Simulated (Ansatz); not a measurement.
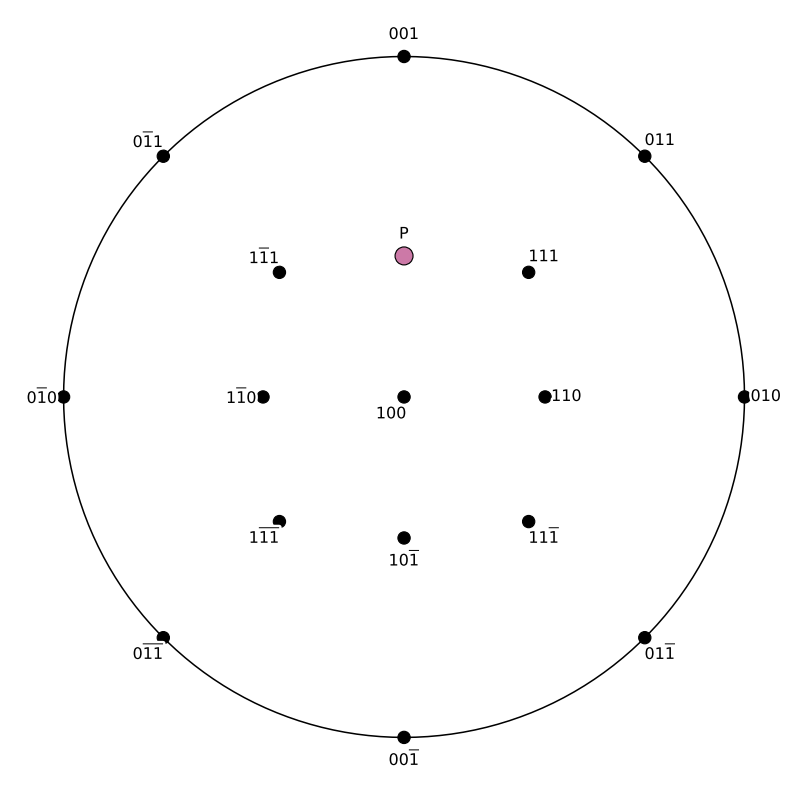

Stereographic projection of plane normals (upper hemisphere) centred on (1 0 0). Crystal: Li2O, coordinates from a relaxation with Ansatz, DFT, PBE, PAW with Ansatz's default frozen-core files, scalar-relativistic; the starting structure was generated, so it need not be a known form of this composition. Symmetry computed with spglib at a tolerance of 0.002 Å; standard conventional cell.

a = 4.626 Å, b = 4.626 Å, c = 4.626 Å, α = 90.00°, β = 90.00°, γ = 90.00°.

Q: Index the pole marked P.

A: P is (1 0 1), 45.0° from the centre.

Q: What is the angle between the normals of (1 0 −1) and (0 1 −1), and what are their d_hkl = 1/|g|?

A: 60.0°; d = 3.271 Å and 3.271 Å.
